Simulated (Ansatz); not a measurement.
**Two runs on Al15ZnO24**

System: Al15ZnO24 (defect cell, 40 atoms in the cell).
Method of run A: DFT PBE, scalar-relativistic, plane waves, PAW, spin-polarised (Ansatz 0.2.0).

The structure derives from a Materials Project entry. Text and figures count atoms from 1; the logs count them from 0 in places.

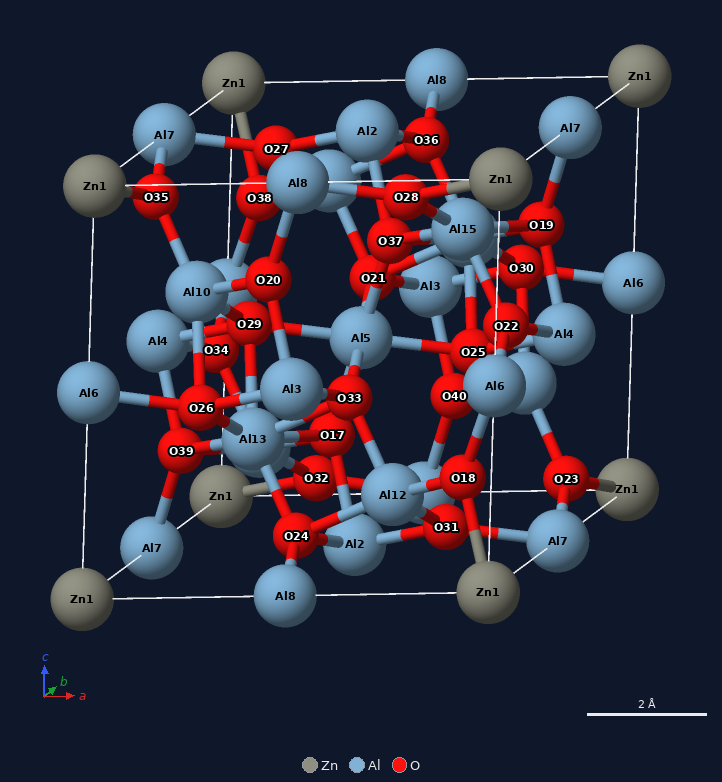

**Figure 1.** The structure as given in the input (ball-and-stick view of the cell of the calculation, seen slightly off an axis; atoms are numbered from 1 in the order of the input). An atom can appear more than once, as a periodic image.

**The input, run A**
```yaml
crystal:
  lattice:
    - [-4.7976, -2.769896, 4.462709]
    - [4.7976, -2.769896, 4.462709]
    - [0.0, 5.539791, 4.462709]
  atoms:
    - { symbol: Zn, position: [0.0009977914, 0.0002831244, -0.0001661809], spin: 0.15 }
    - { symbol: Al, position: [0.500971389, 0.500225456, -0.0001873075] }
    - { symbol: Al, position: [0.5009509611, 0.0002531901, 0.4998615592] }
    - { symbol: Al, position: [0.0010243251, 0.5002432191, 0.4998624529] }
    - { symbol: Al, position: [0.5009728708, 0.5002228071, 0.4998859591] }
    - { symbol: Al, position: [0.0010204449, 0.0002513095, 0.4998802373] }
    - { symbol: Al, position: [0.0010023394, 0.5003439923, -0.0002122511] }
    - { symbol: Al, position: [0.5009757677, 0.0003189147, -0.000189471] }
    - { symbol: Al, position: [0.6944520231, 0.6937251797, 0.6933292809] }
    - { symbol: Al, position: [0.1958756944, 0.1934004755, 0.6914665895] }
    - { symbol: Al, position: [0.1941434774, 0.6918357004, 0.1947429713] }
    - { symbol: Al, position: [0.6927389207, 0.1951222401, 0.1931372069] }
    - { symbol: Al, position: [0.3075746482, 0.3067850702, 0.306350367] }
    - { symbol: Al, position: [0.80620836, 0.8071446196, 0.3083587398] }
    - { symbol: Al, position: [0.8078580095, 0.3086499994, 0.804975891] }
    - { symbol: Al, position: [0.3092883785, 0.8053907216, 0.8066357542] }
    - { symbol: O, position: [0.4166777394, 0.5588226831, 0.2520639634] }
    - { symbol: O, position: [0.9086336875, 0.0628072946, 0.2636594807], spin: 0.09 }
    - { symbol: O, position: [0.9161768536, 0.5618408095, 0.7509758055] }
    - { symbol: O, position: [0.4160188527, 0.0593807679, 0.751902083] }
    - { symbol: O, position: [0.4423758744, 0.7479867932, 0.5841859807] }
    - { symbol: O, position: [0.9418788639, 0.2482264031, 0.5848440417] }
    - { symbol: O, position: [0.9383855467, 0.7365617269, 0.0923305401], spin: 0.09 }
    - { symbol: O, position: [0.439428252, 0.2490828978, 0.0846171341] }
    - { symbol: O, position: [0.7487411792, 0.5845619893, 0.4412669191] }
    - { symbol: O, position: [0.2498808418, 0.0850936737, 0.4382079542] }
    - { symbol: O, position: [0.2488667992, 0.5852819848, 0.9407289335] }
    - { symbol: O, position: [0.7373437084, 0.0926548548, 0.9372455228], spin: 0.09 }
    - { symbol: O, position: [0.2532356824, 0.4159486956, 0.5584383748] }
    - { symbol: O, position: [0.7520889834, 0.9154328315, 0.5614978675] }
    - { symbol: O, position: [0.7530470201, 0.4152311499, 0.0588955743] }
    - { symbol: O, position: [0.2647769679, 0.9077447248, 0.062336902], spin: 0.09 }
    - { symbol: O, position: [0.5595963186, 0.2524908509, 0.4155624617] }
    - { symbol: O, position: [0.0600727534, 0.7522863728, 0.414863306] }
    - { symbol: O, position: [0.0635733967, 0.2640423689, 0.907364064], spin: 0.09 }
    - { symbol: O, position: [0.5625333294, 0.7513503518, 0.915027632] }
    - { symbol: O, position: [0.5852759398, 0.4415896468, 0.7476019413] }
    - { symbol: O, position: [0.0934410958, 0.9377272581, 0.7360578497], spin: 0.09 }
    - { symbol: O, position: [0.0858343894, 0.4386595117, 0.2486792152] }
    - { symbol: O, position: [0.586008877, 0.9411569794, 0.2478139415] }
magnetization:
  spin_polarized: true
basis:
  ecutwfc: 420
  fft_grid_basis: typed
kpoints:
  mp_grid: { grid: [3, 3, 3] }
hamiltonian:
  xc: pbe
  pseudopotentials: { kind: paw }
scf:
  occupations: { method: gaussian, width: 0.05 }
output:
  forces: true
  stress: false
  eigenvalues: true
  bader: true
  write_density: true
  volumetric_format: npy
  populations: true
```

Launched with:
```bash
ansatz run input.yaml --threads 4 --pin off --max-ram 10240MiB --backend cpu --events-out ev --progress --plain --runs-dir out
```

Hardware: 4 threads of Arm Neoverse V2, 24 GiB of memory available, shared host.

**Output, shortened to warnings, some set-up lines, iterations and results (run A)**
```
Basis set: ecut = 420 eV, 6945 PW (Γ), exchange–correlation on 96×96×96 points (8 copies of the dense FFT grid, shifted against one another)
Symmetry: 1 space group operations
k-points: 14 of 27 (time reversal used)
Initial density: superposition of atomic densities (chi_scale 0.1, normalization cell, long waves kept (reshape's long-wave potential 0.43 eV rms))
[...]
SCF iter   1: F=—  HF=-25066.933810 eV  |F-HF|=—  |Δ(HF+E_count)|=         —  Δρ=6.55e-2 (↑6.02e-2 ↓6.55e-2)  dr2=5.49e1  dr2_m=7.90e-2  M=0.095 μB ∫|m|=0.163 μB  β_m=0.30  …
SCF iter   2: F=—  HF=-25056.483415 eV  |F-HF|=—  |Δ(HF+E_count)|=    1.05e1  Δρ=3.70e-2 (↑3.45e-2 ↓3.70e-2)  dr2=2.09e1  dr2_m=3.27e-2  M=0.284 μB ∫|m|=0.319 μB  β_m=0.30  …
SCF iter   3: F=—  HF=-25051.365969 eV  |F-HF|=—  |Δ(HF+E_count)|=    5.12e0  Δρ=1.74e-2 (↑1.72e-2 ↓1.74e-2)  dr2=3.30e0  dr2_m=5.98e-3  M=0.371 μB ∫|m|=0.394 μB  β_m=0.30  …
SCF iter   4: F=—  HF=-25050.785948 eV  |F-HF|=—  |Δ(HF+E_count)|=   5.80e-1  Δρ=6.48e-3 (↑5.70e-3 ↓6.48e-3)  dr2=8.84e-1  dr2_m=3.53e-3  M=0.391 μB ∫|m|=0.414 μB  β_m=0.30  …
SCF iter   5: F=—  HF=-25050.725493 eV  |F-HF|=—  |Δ(HF+E_count)|=   6.05e-2  Δρ=4.03e-3 (↑3.80e-3 ↓4.03e-3)  dr2=2.69e-1  dr2_m=7.38e-3  M=0.517 μB ∫|m|=0.538 μB  β_m=1.00  …
[... 13 lines ...]
SCF iter  19: F=—  HF=-25050.722301 eV  |F-HF|=—  |Δ(HF+E_count)|=   1.60e-8  Δρ=1.18e-5 (↑3.73e-6 ↓1.18e-5)  dr2=7.17e-7  dr2_m=7.71e-8  M=1.000 μB ∫|m|=1.083 μB  β_m=0.67  …
SCF iter  20: F=—  HF=-25050.722301 eV  |F-HF|=—  |Δ(HF+E_count)|=   6.24e-8  Δρ=5.42e-6 (↑2.03e-6 ↓5.42e-6)  dr2=1.63e-7  dr2_m=1.59e-8  M=1.000 μB ∫|m|=1.083 μB  β_m=0.55  …
SCF iter  21: F=—  HF=-25050.722301 eV  |F-HF|=—  |Δ(HF+E_count)|=   9.86e-9  Δρ=1.06e-6 (↑6.49e-7 ↓1.06e-6)  dr2=7.22e-9  dr2_m=7.18e-10  M=1.000 μB ∫|m|=1.083 μB  β_m=0.63  …
SCF iter  22: F=-25050.722301 eV  HF=-25050.722301 eV  |F-HF|=5.57e-10  |Δ(HF+E_count)|=   1.97e-9  Δρ=4.28e-7 (↑2.47e-7 ↓4.28e-7)  dr2=1.45e-9  dr2_m=1.03e-10  M=1.000 μB …
SCF 1 converged in 22 iterations: F = -25050.722301 eV  dr2 = 1.45e-9
SCF converged after 22 iterations
Magnetization: 1.0000 μB (101.0000 up, 100.0000 down)
Absolute magnetization: 1.0863 μB (∫|ρ↑−ρ↓|, with the PAW one-centre terms)
Spin contamination: 0.0008 ħ² per cell (⟨S²⟩ above its minimum at these occupations)
Per-site moments (μB) at R_I (Å): [(0.15493692199784914, 0.8273801264165564), (-0.0001806163081279911, 0.7876341189645444), (-0.00017856626642271737, 0.7875960482655612), (-0.00017943889709121335, 0.7876711006236008), (-7.473311339810859e-5, 0.7882804848572681), (0.00023156072832138423, …
Free energy (F): -25050.722301 eV
Harris-Foulkes:  -25050.722301 eV  (|F-HF|=5.57e-10)
Internal energy: -25050.707213 eV  (E = F + TS)
E sigma→0 (E₀):  -25050.714757 eV
Entropy (-TS):   -0.015088 eV (-0.377 meV/atom)
Fermi energy:    7.462690 eV
--- Per-component energies (eV) ---
  E_band       = 179.487917
  E_kinetic    = 4840.750228
  E_local      = -10532.192804  (includes V_loc(G=0)·N_el)
  E_nonlocal   = 1907.831108
  E_hartree    = 4050.250916
  E_xc         = -2551.167778
  E_vxc        = -2810.160307  (∫ρ·V_xc dr)
  E_paw        = -12648.525475  (= ΣΔE_a)
  E_vpaw       = -1327.303812  (= ΣTr[D̂ρ^β])
[...]
```

For run B the input was changed thus:
```diff
+total_charge: -1
```

Predict how the results change.

The total energies belong to different systems, so their difference says nothing on which is more stable or more accurate. A gap of 4.97 eV opens on the mesh, where run A has none. The net moment of the cell goes from 1.00 to 0.00 μB. The largest force goes from 0.024 to 0.861 eV/Å. A charged cell is computed with a uniform neutralising background, so its energy and pressure depend on the cell and aren't those of a real crystal. The SCF takes 13 iterations against 22.

**Output, shortened to warnings, some set-up lines, iterations and results (run B)**
```
WARN: the starting moments were not kept: the SCF closed with an absolute magnetisation of 9.7e-6 μB, where they sum to 0.69 μB in size (7 sites). That is at most 0.1 of that sum. Measured as dr2_m measures the in/out step, that magnetisation stands 3.4e-12 eV from none, at or under the dr2_threshold of 1.0e-7 eV: it is no larger than a step whose dr2_m would equal this threshold. The system may …
Basis set: ecut = 420 eV, 6945 PW (Γ), exchange–correlation on 96×96×96 points (8 copies of the dense FFT grid, shifted against one another)
Symmetry: 1 space group operations
k-points: 14 of 27 (time reversal used)
Initial density: superposition of atomic densities (chi_scale 0.1, normalization cell, long waves kept (reshape's long-wave potential 0.43 eV rms))
[...]
SCF iter   1: F=—  HF=-25057.443302 eV  |F-HF|=—  |Δ(HF+E_count)|=         —  Δρ=6.18e-2 (↑5.63e-2 ↓6.18e-2)  dr2=4.82e1  dr2_m=8.02e-2  M=0.000 μB ∫|m|=0.095 μB  β_m=0.30  …
SCF iter   2: F=—  HF=-25046.757967 eV  |F-HF|=—  |Δ(HF+E_count)|=    1.07e1  Δρ=3.19e-2 (↑2.84e-2 ↓3.19e-2)  dr2=1.38e1  dr2_m=4.04e-2  M=0.000 μB ∫|m|=0.076 μB  β_m=0.30  …
SCF iter   3: F=—  HF=-25043.255250 eV  |F-HF|=—  |Δ(HF+E_count)|=    3.50e0  Δρ=1.55e-2 (↑1.55e-2 ↓1.55e-2)  dr2=1.95e0  dr2_m=2.07e-2  M=0.000 μB ∫|m|=0.062 μB  β_m=0.30  …
SCF iter   4: F=—  HF=-25042.909224 eV  |F-HF|=—  |Δ(HF+E_count)|=   3.46e-1  Δρ=4.10e-3 (↑4.10e-3 ↓2.89e-3)  dr2=7.09e-2  dr2_m=1.07e-2  M=0.000 μB ∫|m|=0.049 μB  β_m=0.30  …
SCF iter   5: F=—  HF=-25042.921774 eV  |F-HF|=—  |Δ(HF+E_count)|=   1.26e-2  Δρ=2.56e-3 (↑2.56e-3 ↓1.72e-3)  dr2=2.62e-2  dr2_m=5.59e-3  M=0.000 μB ∫|m|=0.038 μB  β_m=0.30  …
SCF iter   6: F=—  HF=-25042.927853 eV  |F-HF|=—  |Δ(HF+E_count)|=   6.08e-3  Δρ=1.80e-3 (↑1.80e-3 ↓1.14e-3)  dr2=1.14e-2  dr2_m=2.95e-3  M=0.000 μB ∫|m|=0.030 μB  β_m=0.30  …
SCF iter   7: F=—  HF=-25042.934367 eV  |F-HF|=—  |Δ(HF+E_count)|=   6.51e-3  Δρ=7.47e-4 (↑7.03e-4 ↓7.47e-4)  dr2=5.80e-4  dr2_m=1.57e-3  M=0.000 μB ∫|m|=0.024 μB  β_m=0.30  …
SCF iter   8: F=—  HF=-25042.934708 eV  |F-HF|=—  |Δ(HF+E_count)|=   3.42e-4  Δρ=5.34e-4 (↑5.26e-4 ↓5.34e-4)  dr2=3.31e-4  dr2_m=8.44e-4  M=0.000 μB ∫|m|=0.019 μB  β_m=0.65  …
SCF iter   9: F=—  HF=-25042.935344 eV  |F-HF|=—  |Δ(HF+E_count)|=   6.36e-4  Δρ=1.09e-4 (↑1.01e-4 ↓1.09e-4)  dr2=7.62e-5  dr2_m=6.31e-6  M=0.000 μB ∫|m|=0.004 μB  β_m=0.58  …
SCF iter  10: F=—  HF=-25042.935990 eV  |F-HF|=—  |Δ(HF+E_count)|=   6.46e-4  Δρ=3.18e-5 (↑3.18e-5 ↓3.09e-5)  dr2=6.82e-6  dr2_m=2.00e-6  M=0.000 μB ∫|m|=0.002 μB  β_m=0.71  …
SCF iter  11: F=—  HF=-25042.935999 eV  |F-HF|=—  |Δ(HF+E_count)|=   8.86e-6  Δρ=1.83e-5 (↑1.83e-5 ↓1.13e-5)  dr2=2.10e-6  dr2_m=1.37e-7  M=0.000 μB ∫|m|=0.001 μB  β_m=0.67  …
SCF iter  12: F=—  HF=-25042.935999 eV  |F-HF|=—  |Δ(HF+E_count)|=   8.88e-7  Δρ=5.04e-6 (↑3.79e-6 ↓5.04e-6)  dr2=2.37e-7  dr2_m=7.47e-9  M=0.000 μB ∫|m|=0.000 μB  β_m=0.84  …
SCF iter  13: F=-25042.936000 eV  HF=-25042.936000 eV  |F-HF|=1.28e-8  |Δ(HF+E_count)|=   2.63e-7  Δρ=1.59e-6 (↑1.39e-6 ↓1.59e-6)  dr2=2.64e-8  dr2_m=9.39e-11  M=0.000 μB …
SCF 1 converged in 13 iterations: F = -25042.936000 eV  dr2 = 2.64e-8
WARN: the starting moments were not kept: the SCF closed with an absolute magnetisation of 9.7e-6 μB, where they sum to 0.69 μB in size (7 sites). That is at most 0.1 of that sum. Measured as dr2_m measures the in/out step, that magnetisation stands 3.4e-12 eV from none, at or under the …
SCF converged after 13 iterations
Magnetization: 0.0000 μB (101.0000 up, 101.0000 down)
Absolute magnetization: 0.0000 μB (∫|ρ↑−ρ↓|, with the PAW one-centre terms)
Spin contamination: 0.0000 ħ² per cell (⟨S²⟩ above its minimum at these occupations)
[...]
```

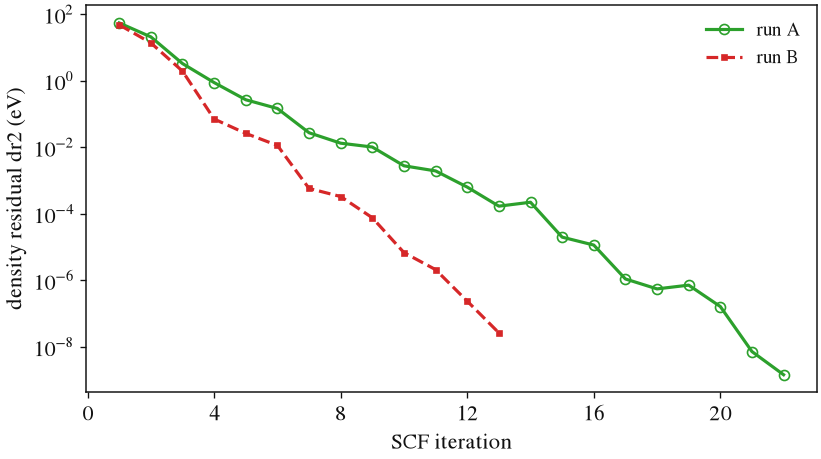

**Figure 2.** Convergence of the two runs: density residual dr2 against the SCF iteration. Run A takes 22 iterations in all, and run B takes 13.

**The two runs side by side**

```csv
quantity,run A,run B
outcome,converged,converged
free energy per atom (eV),−626.2681,−626.0734
gap on the mesh (eV),0.00,4.97
net moment of the cell (μB),1.00,0.00
absolute moment of the cell (μB),1.09,0.00
largest force (eV/Å),0.024,0.861
SCF iterations,22,13
irreducible k-points,14,14
plane waves at Γ,6945,6945
wall time (shared host),3 min,2.7 min
```

For run B: Warnings: some starting moments were not kept. The cell is charged and computed with a neutralising background, so its energy and pressure depend on the cell and aren't those of a real crystal.
